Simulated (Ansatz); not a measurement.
# Run report: Si₃N₄, geometry relaxation (part 1 of 2)

The run: geometry relaxation of Si₃N₄ (Fd-3m, 14 atoms in the cell). Method and program: DFT, PBE, plane-wave PAW, default files, scalar-relativistic, no spin polarisation (Ansatz 0.2.0).

The structure derives from an entry of the Crystallography Open Database.

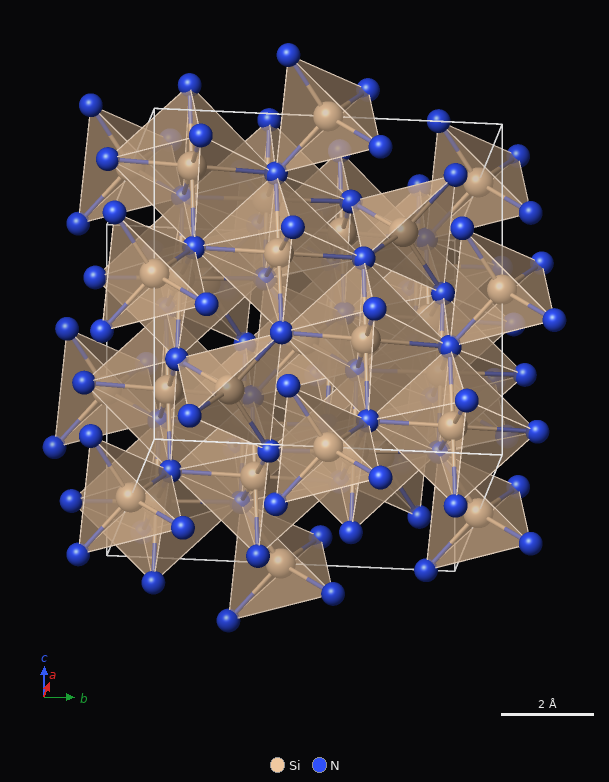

The input geometry (polyhedral view of the cell 4 times as large as that of the calculation, set on its symmetry axes, seen at an oblique angle; polyhedra are completed across the faces of the cell).

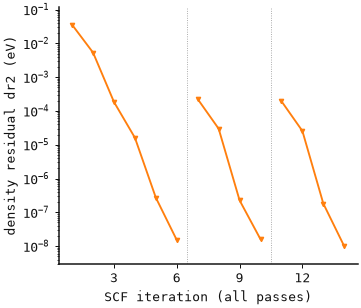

Convergence of the self-consistent field: density residual dr2 against the SCF iteration. The dotted lines part the SCF passes of the relaxation: geometry steps, rejected trials and re-solves on a re-selected basis. The passes take 6, 4 and 4 iterations.

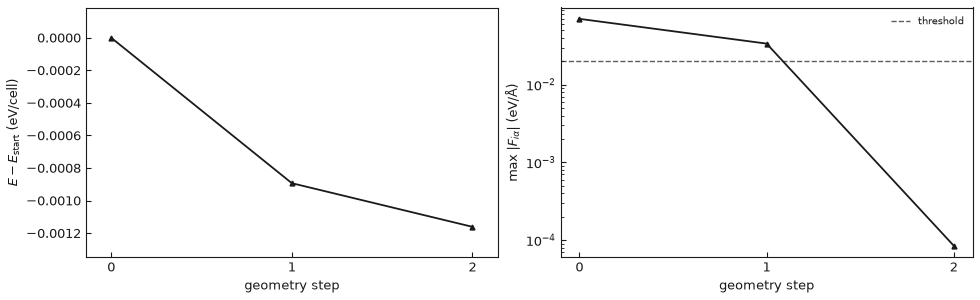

Progress of the relaxation, step by step (the first geometry is step 0 here and step 1 in the log). After 2 geometry steps the energy has fallen by 1.2 meV per cell of the calculation. The largest force component goes from 0.07 to under 0.0001 eV/Å. The atoms keep their places (all moves are under 0.005 Å). The cell stays as it was. The space group stays Fd-3m (No. 227).

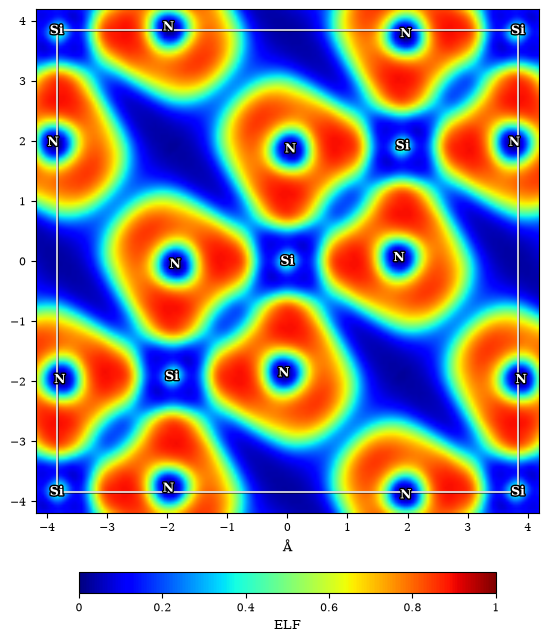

Electron localisation function on the (100) plane of the conventional cell. The plane passes through Si and N nuclei. Si–N (1.87 Å): the ELF peaks at about 0.90 between the atoms, which marks a shared but strongly polarised pair. Core electrons are frozen (PAW), so the fields are smoothed inside the atomic spheres.

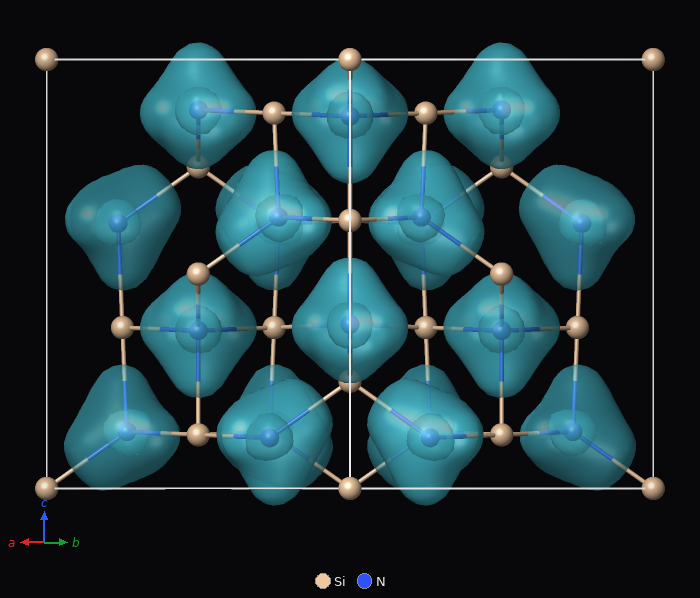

Isosurface of the electron localisation function at 0.65 (cyan), seen along [110]. Core shells and regions of very low density are left out. Sticks mark near contacts. The outline is the cell set on symmetry axes. Along the contacts the grid gives the following.

The input and output of the run follow.

**Input file**
```yaml
crystal:
  lattice:
    - [0.0, 3.83825, 3.83825]
    - [3.83825, 0.0, 3.83825]
    - [3.83825, 3.83825, 0.0]
  atoms:
    - { symbol: Si, position: [0.125, 0.125, 0.125] }
    - { symbol: Si, position: [0.625, 0.125, 0.125] }
    - { symbol: Si, position: [0.125, 0.125, 0.625] }
    - { symbol: Si, position: [0.125, 0.625, 0.125] }
    - { symbol: Si, position: [0.5, 0.5, 0.5] }
    - { symbol: Si, position: [0.75, 0.75, 0.75] }
    - { symbol: "N", position: [0.8824, 0.8824, 0.8824] }
    - { symbol: "N", position: [0.8972, 0.3676, 0.3676] }
    - { symbol: "N", position: [0.8824, 0.8824, 0.3528] }
    - { symbol: "N", position: [0.3676, 0.8972, 0.3676] }
    - { symbol: "N", position: [0.3528, 0.8824, 0.8824] }
    - { symbol: "N", position: [0.3676, 0.3676, 0.3676] }
    - { symbol: "N", position: [0.8824, 0.3528, 0.8824] }
    - { symbol: "N", position: [0.3676, 0.3676, 0.8972] }
kpoints:
  mp_grid: { grid: [6, 6, 6] }
scf:
  occupations: { method: fermi_dirac, width: 0.02 }
hamiltonian:
  xc: pbe
  pseudopotentials: { kind: paw }
output:
  forces: true
  stress: true
  populations: true
  efg:
    quadrupole_moments_barn: { "N": 0.02044 }
    contact_densities: true
  write_density: true
  write_potential: true
  elf: true
  volumetric_format: npy
relax:
  f_tol: 0.02
  max_steps: 60
```

Launched with:
```bash
ansatz run input.yaml --threads 1 --pin off --max-ram 2560MiB --backend cpu --events-out ev --progress --plain --runs-dir out
```

**Output**
```
Warning: output.stress: scf.convergence.dr2_threshold = 1e-7 eV (the SCF's general default) is looser than the 1.4e-9 eV advised for a printed stress (1e-10 eV for each atom of the cell: 14). What an SCF threshold leaves in a stress goes as its square root, and in the free energy as the threshold itself, and one threshold admits the most on a small cell: of the crystals measured, under no hybrid functional and no lock of the moments, on runs that ended without the residual-converged pass, on stresses that held no estimate of that error, the worst erred by over 100 MPa in a component at 1e-7 eV an atom and by under 5 at 1e-10. Every solve of this run answers to scf.convergence.dr2_threshold, and the tensor of one is reported: a single SCF on the reported geometry and on this run's grids (its basis.xc_grid and basis.ecutrho_ratio typed), with scf.convergence.dr2_threshold at 1.4e-9 eV or tighter, prints it and tightens no other solve. Else set scf.convergence.dr2_threshold to 1.4e-9 eV or tighter. The threshold is an SCF's pass mark: one that does not reach it within its budget of iterations ends unconverged, or closes short of it on a stop that the run arms, and scf.convergence.dr2_threshold's page says what that costs each kind of run
Engine: ansatz 0.2.0, aarch64-unknown-linux-gnu
Pseudopotentials: kind: paw
Pseudopotential: Si, paw, valence charge 4, recommended cutoff 420 eV (normal), Si.paw.azcp
Pseudopotential: N, paw, valence charge 5, recommended cutoff 420 eV (normal), N.paw.azcp
Functional definition: PBE
  parameter kappa = 0.804
  parameter beta = 0.06672455060314922
  exchange = pbe_x(kappa = kappa, mu = beta*pi^2/3)
  correlation = pbe_c(beta = beta)
Crystal: 14 atoms, lattice volume = 113.091 Å³
Basis set: ecut = 420 eV, 2229 PW (Γ), exchange–correlation on 80×80×80 points (8 copies of the dense FFT grid, shifted against one another)
Bands: 46, of which v1, the nominal top of the filled ones, is band 32 counted from 1 (31 counted from 0)
Symmetry: 48 space group operations
Space group: Fd-3m (ITA 227), of the structure as read, at distance tolerance 4.8e-5 Å
k-points: 16 of 216
Non-local potential: Si, projectors of the file, l = 0: 2, l = 1: 2, l = 2: 2
Non-local potential: N, projectors of the file, l = 0: 2, l = 1: 2, l = 2: 1
PAW form: soft (Blöchl's): semilocal exchange-correlation on the pseudo side does not see the compensation charge
PAW one-centre angular grid: Si, 110 points (default); XC on 64 Gauss nodes
PAW one-centre angular grid: N, 110 points (default); XC on 64 Gauss nodes
Initial density: superposition of atomic densities (neutral atoms: chi_scale 0, normalization atom), corrected by the library's trained network
Initial wavefunctions: pseudopotential atomic-orbital guess
Functional: x = pbe(κ = 0.804, μ = 0.2195149727645171), c = pbe(β = 0.06672455060314922)
SCF iter   1: F=—  HF=-6899.597293 eV  |F-HF|=—  |Δ(HF+E_count)|=         —  Δρ=4.36e-3  dr2=3.54e-2  ethr=1.77e-3  ⟨swp⟩=9.9  Hψ=4192  notcnv=0  defer=15
preconditioner: auto → Resta (q_TF=auto, 2.481 Å⁻¹)  ε∞=4.3  [insulator: Δε(μ)=3.513 eV  Ē_g=15.343 eV  σ=0.020 eV  W_gap=1.00  n_scr=26 (ndim 8)  ℏωp=27.9 eV  f_vac=0.000  D(μ)=0.00/eV (n_scr^D=0)  ε∞_Penn≈4.3]
SCF iter   2: F=—  HF=-6899.586041 eV  |F-HF|=—  |Δ(HF+E_count)|=   1.13e-2  Δρ=1.81e-3  dr2=5.33e-3  ethr=5.54e-5  ⟨swp⟩=3.2  Hψ=1272  notcnv=0  defer=144
SCF iter   3: F=—  HF=-6899.585501 eV  |F-HF|=—  |Δ(HF+E_count)|=   5.40e-4  Δρ=5.08e-4  dr2=1.84e-4  ethr=8.32e-6  ⟨swp⟩=2.0  Hψ=1045  notcnv=0  defer=144
SCF iter   4: F=—  HF=-6899.585565 eV  |F-HF|=—  |Δ(HF+E_count)|=   6.44e-5  Δρ=1.48e-4  dr2=1.61e-5  ethr=2.87e-7  ⟨swp⟩=2.6  Hψ=1125  notcnv=0  defer=144
iter 5 did not close the SCF: its close was put off for the readings that it lacked (scf_convergence_deferred on its scf_iter line)
SCF iter   5: F=-6899.585573 eV  HF=-6899.585573 eV  |F-HF|=2.29e-7  |Δ(HF+E_count)|=   7.88e-6  Δρ=1.95e-5  dr2=2.71e-7  ethr=2.51e-8  ⟨swp⟩=2.4  Hψ=1143  notcnv=0  defer=144
SCF iter   6: F=-6899.585574 eV  HF=-6899.585574 eV  |F-HF|=6.06e-10  |Δ(HF+E_count)|=   2.61e-7  Δρ=3.83e-6  dr2=1.51e-8  ethr=4.23e-10  ⟨swp⟩=6.5  Hψ=4371  notcnv=0
SCF 1 converged in 6 iterations: F = -6899.585574 eV  dr2 = 1.51e-8
  greatest PAW one-centre occupation: 0.792 electrons in one spin orbital (limit 2), on the N atom at site 13 (counted from 0), in its partial waves of l = 0
relax step   1: F+E_penalty+E_count = -6899.58557352 eV  Δ(F+E_penalty+E_count) = +0.000e0 eV  max|allowed force component| = 7.009e-2 eV/Å  Δτ_max = 0.0000 Å  (6 SCF iters, dr2 threshold 1.00e-5 eV, accepted)
Initial density: handed on by an earlier stage of this run
Initial wavefunctions: those handed on with the density
iter 1 solved again at ethr=3.49e-7 eV; its pass at ethr=3.10e-3 eV (dr2=2.24e-4 eV) is discarded
SCF iter   1: F=—  HF=-6899.586629 eV  |F-HF|=—  |Δ(HF+E_count)|=         —  Δρ=3.41e-4  dr2=2.24e-4  ethr=3.49e-7  ⟨swp⟩=1.1  Hψ=1881  notcnv=0  defer=144
preconditioner: auto → Resta (q_TF=auto, 2.481 Å⁻¹)  ε∞=4.3  [insulator: Δε(μ)=3.516 eV  Ē_g=15.349 eV  σ=0.020 eV  W_gap=1.00  n_scr=26 (ndim 8)  ℏωp=27.9 eV  f_vac=0.000  D(μ)=0.00/eV (n_scr^D=0)  ε∞_Penn≈4.3]
SCF iter   2: F=—  HF=-6899.586568 eV  |F-HF|=—  |Δ(HF+E_count)|=   6.05e-5  Δρ=1.41e-4  dr2=2.98e-5  ethr=3.49e-7  ⟨swp⟩=2.2  Hψ=936  notcnv=0  defer=144
SCF iter   3: F=—  HF=-6899.586467 eV  |F-HF|=—  |Δ(HF+E_count)|=   1.01e-4  Δρ=1.78e-5  dr2=2.26e-7  ethr=4.65e-8  ⟨swp⟩=2.0  Hψ=966  notcnv=0  defer=144
SCF iter   4: F=-6899.586467 eV  HF=-6899.586467 eV  |F-HF|=3.64e-9  |Δ(HF+E_count)|=   1.99e-8  Δρ=4.52e-6  dr2=1.59e-8  ethr=1.56e-10  ⟨swp⟩=8.0  Hψ=4072  notcnv=0
SCF 2 converged in 4 iterations: F = -6899.586467 eV  dr2 = 1.59e-8
relax step   2: F+E_penalty+E_count = -6899.58646696 eV  Δ(F+E_penalty+E_count) = -8.934e-4 eV  max|allowed force component| = 3.368e-2 eV/Å  Δτ_max = 0.0012 Å  (4 SCF iters, accepted)
SCF iter   1: F=—  HF=-6899.586882 eV  |F-HF|=—  |Δ(HF+E_count)|=         —  Δρ=3.18e-4  dr2=1.94e-4  ethr=2.99e-6  ⟨swp⟩=2.9  Hψ=1432  notcnv=0  defer=144
preconditioner: auto → Resta (q_TF=auto, 2.481 Å⁻¹)  ε∞=4.3  [insulator: Δε(μ)=3.514 eV  Ē_g=15.350 eV  σ=0.020 eV  W_gap=1.00  n_scr=26 (ndim 8)  ℏωp=27.9 eV  f_vac=0.000  D(μ)=0.00/eV (n_scr^D=0)  ε∞_Penn≈4.3]
SCF iter   2: F=—  HF=-6899.586829 eV  |F-HF|=—  |Δ(HF+E_count)|=   5.29e-5  Δρ=1.31e-4  dr2=2.55e-5  ethr=3.03e-7  ⟨swp⟩=2.1  Hψ=1213  notcnv=0  defer=144
SCF iter   3: F=—  HF=-6899.586735 eV  |F-HF|=—  |Δ(HF+E_count)|=   9.49e-5  Δρ=1.70e-5  dr2=1.81e-7  ethr=3.98e-8  ⟨swp⟩=2.0  Hψ=967  notcnv=0  defer=144
SCF iter   4: F=-6899.586735 eV  HF=-6899.586735 eV  |F-HF|=7.28e-10  |Δ(HF+E_count)|=   2.34e-8  Δρ=3.46e-6  dr2=9.88e-9  ethr=1.56e-10  ⟨swp⟩=7.9  Hψ=4062  notcnv=0
SCF 3 converged in 4 iterations: F = -6899.586735 eV  dr2 = 9.88e-9
relax step   3: F+E_penalty+E_count = -6899.58673454 eV  Δ(F+E_penalty+E_count) = -2.676e-4 eV  max|allowed force component| = 8.494e-5 eV/Å  Δτ_max = 0.0011 Å  (4 SCF iters, accepted)
NSCF: frozen V_eff on 16 k-points
the band table was solved once a step of the walk had ended and its energy, with any forces and stress, was formed, with the checks that follow a solve (4153 applications of the Hamiltonian). They found nothing against the state; the energy, forces and stress were not computed again (output.eigenvalues in the input reference)
SCF converged after 4 iterations
Free energy (F): -6899.586735 eV
Harris-Foulkes:  -6899.586735 eV  (|F-HF|=7.28e-10)
Internal energy: -6899.586735 eV  (E = F + TS)
E sigma→0 (E₀):  -6899.586735 eV
Fermi energy:    13.412217 eV
--- Per-component energies (eV) ---
  E_band       = 303.253252
  E_kinetic    = 1379.053541
  E_local      = -1446.748605  (includes V_loc(G=0)·N_el)
  E_nonlocal   = 505.389413
  E_hartree    = 482.898533
  E_xc         = -836.758085
  E_vxc        = -926.160445  (∫ρ·V_xc dr)
  E_paw        = -4100.231167  (= ΣΔE_a)
  E_vpaw       = -174.080361  (= ΣTr[D̂ρ^β])
  E_aug_tail   = 0.000865  (compensation charges beyond the density's cutoff)
  E_ewald      = -2883.191231
  E_smearing   = -0.000000  (= −TS)
  E_closure    = 0.000000  (closes the sum)
  Σ components = -6899.586735   (vs F -6899.586735, Δ=0.00e0)
--- Forces (eV/Å), atoms counted from 1 ---
  atom   1  Si    -0.00000000     0.00000000     0.00000000
  atom   2  Si    -0.00000000     0.00000000     0.00000000
  atom   3  Si    -0.00000000     0.00000000    -0.00000000
  atom   4  Si    -0.00000000     0.00000000     0.00000000
  atom   5  Si    -0.00000000     0.00000000    -0.00000000
  atom   6  Si     0.00000000    -0.00000000     0.00000000
  atom   7  N      0.00008494     0.00008494     0.00008494
  atom   8  N     -0.00008494     0.00008494     0.00008494
  atom   9  N     -0.00008494    -0.00008494     0.00008494
  atom  10  N      0.00008494    -0.00008494     0.00008494
  atom  11  N      0.00008494    -0.00008494    -0.00008494
  atom  12  N     -0.00008494    -0.00008494    -0.00008494
  atom  13  N     -0.00008494     0.00008494    -0.00008494
  atom  14  N      0.00008494     0.00008494    -0.00008494
  max |Σ_I F_I| component: 5.29e-17 eV/Å
```
